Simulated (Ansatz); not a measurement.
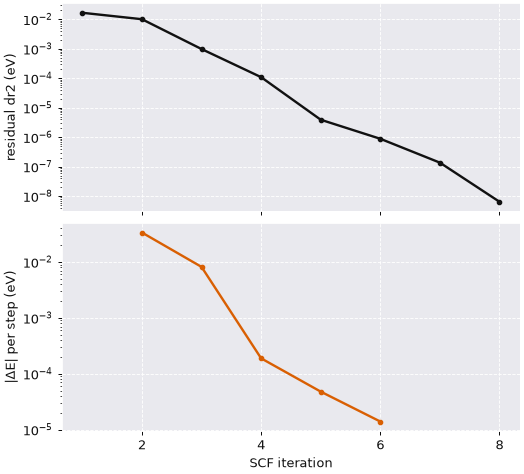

The plot shows the SCF iterations of a calculation: density residual dr2, step-to-step change of the Harris–Foulkes energy. Energy differences below 3 × 10⁻⁶ eV aren't drawn. The starting density is a sum of atomic densities corrected by a trained network.

Sr (2 atoms in the cell), run with Ansatz.

```
crystal:
  lattice:
    - [4.2980144007, 0.0, 0.0]
    - [-2.1490072003, 3.7221896568, 0.0]
    - [0.0, 0.0, 7.1001499903]
  atoms:
    - { symbol: Sr, position: [0.3333333333, 0.6666666667, 0.25] }
    - { symbol: Sr, position: [0.6666666667, 0.3333333333, 0.75] }
basis:
  ecutwfc: 500
  ecutrho_ratio: 1
kpoints:
  mp_grid: { grid: [12, 12, 6] }
hamiltonian:
  xc: r2scan
scf:
  occupations: { method: gaussian, width: 0.1 }
  max_iter: 75
output:
  forces: true
  eigenvalues: true
  stress: true
```

Launched with:
```bash
ansatz run input.yaml --threads 1 --pin off --max-ram 2560MiB --backend cpu --events-out ev --progress --plain --runs-dir out
```

Q: Did the calculation converge?

A: It converged, after 8 iterations. The residual falls at every step.

Q: Is anything amiss with this input?

A: The input holds an odd setting (a density cutoff under four times that of the waves). The SCF closed; whether the result suffers can't be told from this run alone.
